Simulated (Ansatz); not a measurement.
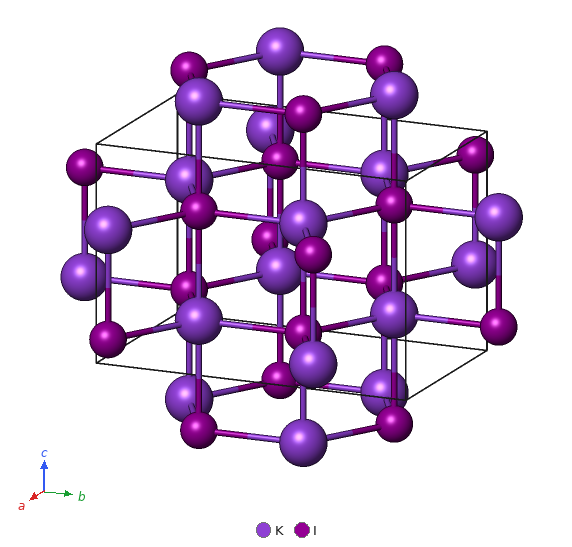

The image is a ball-and-stick drawing of a crystal, viewed slightly off an axis. Lines trace the edges of the conventional unit cell. Atoms of adjacent cells appear where they bond to atoms in the box.

KI, space group Cmcm (No. 63), a = 6.190 Å, b = 10.461 Å, c = 7.039 Å, α = 90.00°, β = 90.00°, γ = 90.00°. The initial geometry was a structure type filled with these elements by a generator (whether the compound takes this form wasn't checked). The cell was then strained or its atoms displaced on purpose. It was run through Ansatz as a DFT input.

This one geometry was computed with Ansatz (DFT, plane waves, PAW) at three levels of theory: PBE, r2SCAN and HSE06. It was relaxed with r2SCAN and then strained.

### How does the band gap change with the level of theory?

PBE: a gap of 3.76 eV, direct; r2SCAN: a gap of 4.33 eV, direct; HSE06: a gap of 4.71 eV, direct.

### Collect the results in a table.

| level | cutoff (eV) | k-mesh of the run's cell | gap (eV) | pressure (GPa) |
| --- | --- | --- | --- | --- |
| PBE | 420 | 6×6×4 | 3.76 | 0.0 |
| r2SCAN | 500 | 6×6×4 | 4.33 | -0.2 |
| HSE06 | 420 | 6×6×4 | 4.71 | -0.1 |

Gaps are taken on the k-mesh or band path of each run.
